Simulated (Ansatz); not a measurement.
# How twisted silicene bilayer changes with twist angle

How do forces and cost change with the twist angle, which sets the moiré cell and the mix of stacking registries?

Computed with Ansatz 0.2.0: Kohn-Sham DFT, PBE+D3(BJ), PAW (set soft_2). Every run is a single point, with the atoms held where the recipe put them (cutoff of the plane-wave runs 420 eV, fermi-dirac smearing of 0.025 eV).

First member: silicene (a = 3.86 Å) under silicene (a = 3.86 Å), bilayer, commensurate cell of 61 unit cells a layer, twist 7.34 deg; facing planes 3.26 Å apart; 14 Å of vacuum; layers as built, displaced by a Gaussian of 0.01 Å.

Last member: silicene (a = 3.86 Å) under silicene (a = 3.86 Å), bilayer, commensurate cell of 13 unit cells a layer, twist 87.80 deg; facing planes 3.26 Å apart; 14 Å of vacuum; layers as built, displaced by a Gaussian of 0.01 Å.

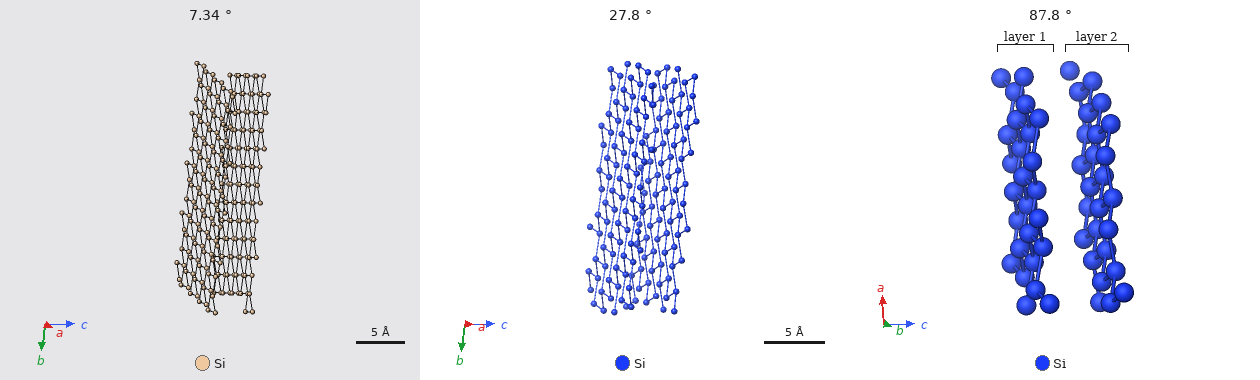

Three members of the series, labelled by twist angle. Some periodic images of atoms are drawn too. Bonds to atoms that aren't drawn are left out.

The members:

```tsv
twist angle (°)	reduced formula	atoms	valence electrons	k-mesh	basis
7.341	Si	244	976	1×1×1	support functions
9.43	Si	148	592	1×1×1	plane waves
13.17	Si	76	304	1×1×1	plane waves
27.80	Si	156	624	1×1×1	plane waves
77.90	Si	124	496	1×1×1	plane waves
87.80	Si	52	208	1×1×1	plane waves
```

Results:

```tsv
twist angle (°)	r.m.s. force (eV/Å)
7.341	0.250
9.43	0.233
13.17	0.214
27.80	0.255
77.90	0.230
87.80	0.297
```

Bonds in each cell, which the recipe sets and DFT didn't move; cutoffs follow each cell's own g(r) within set bounds (mean length in Å, and neighbours of the second kind about the first):

```tsv
twist angle (°)	Si-Si length	Si-Si count
7.341	2.272	3.00
9.43	2.272	3.00
13.17	2.271	3.00
27.80	2.272	3.00
77.90	2.272	3.00
87.80	2.271	3.00
```

Cost on 8 threads of Arm Neoverse V2, shared host:

```tsv
twist angle (°)	atoms	basis	k-mesh	SCF cycles	time	host memory (GiB)	Δ force from the first basis (meV/Å)
7.341	244	support functions	1×1×1	21	4.3 min	11	-
9.43	148	plane waves	1×1×1	11	96 s	9.8	-
9.43	148	support functions	1×1×1	15	2.1 min	6.9	0.14
13.17	76	plane waves	1×1×1	12	22 s	3.5	-
13.17	76	support functions	1×1×1	13	49 s	4.8	0.20
27.80	156	plane waves	1×1×1	12	1.8 min	11	-
27.80	156	support functions	1×1×1	22	2.6 min	7.2	0.15
77.90	124	plane waves	1×1×1	14	65 s	7.2	-
77.90	124	support functions	1×1×1	15	1.8 min	6.6	0.16
87.80	52	plane waves	1×1×1	12	11 s	2.1	-
87.80	52	support functions	1×1×1	22	52 s	3.2	0.15
```

Times include the outputs that each run asked for, on hosts shared with other jobs.

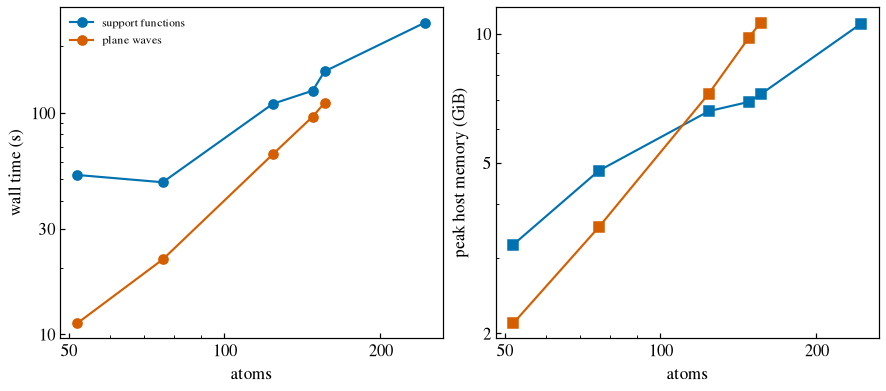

Wall time and memory against the number of atoms.

Support functions take 1.3 to 4.7 times the wall time of plane waves (the times hold unlike extra outputs; shared hosts, so rough). The r.m.s. force lies between 0.21 and 0.30 eV/Å (large angles can repeat smaller ones by the lattice's symmetry, so no trend is read).

**Limits.** Beside vacuum, support functions can miss their usual error bounds without a warning. Some meshes are too coarse along the periodic directions to show band edges or a metallic band. The random displacements of the recipe add to the forces of every member.

[Logs are printed without paths, hosts, clocks, repeated set-up lines and the standing remarks that a program may print on its own settings, such as how far it seeks lower states.]

[Hosts, paths, dates, database ids (printed as entryN), source tags and the programs' standing remarks are cut or masked in the printed files.]
